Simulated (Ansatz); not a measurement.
Consider Sc.

Space group Fm-3m. This isn't the usual form at ambient conditions.

```
Sc
1.0
     4.52000    0.00000    0.00000
     0.00000    4.52000    0.00000
     0.00000    0.00000    4.52000
Sc
4
Direct
  0.00000 0.00000 0.00000
  0.50000 0.50000 0.00000
  0.50000 0.00000 0.50000
  0.00000 0.50000 0.50000
```

These are results of DFT LDA, scalar-relativistic, plane waves, PAW in Ansatz 0.2.0, not measurements.

> Which states lie at the band edges, or at the Fermi level if it is a metal?

The calculation finds no gap at the Fermi level. The states at the Fermi level: Sc 3d (95 %) by Löwdin projection on a minimal orbital set.

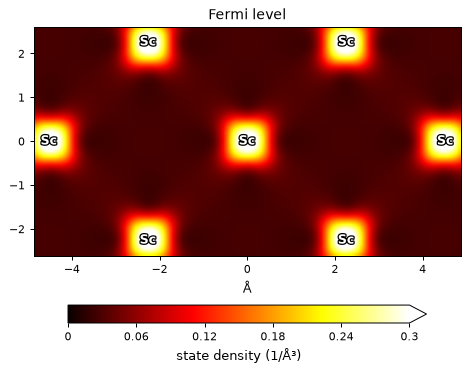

Computed densities of these states (window −0.25 to +0.25 eV about the Fermi level) on the (010) plane of the conventional cell.

In a PAW calculation such maps are meaningful between the atoms, not at the nuclei.

The run took 1.9 s on 1 thread of Arm Neoverse V1, on a shared host, peak memory 0.28 GiB.
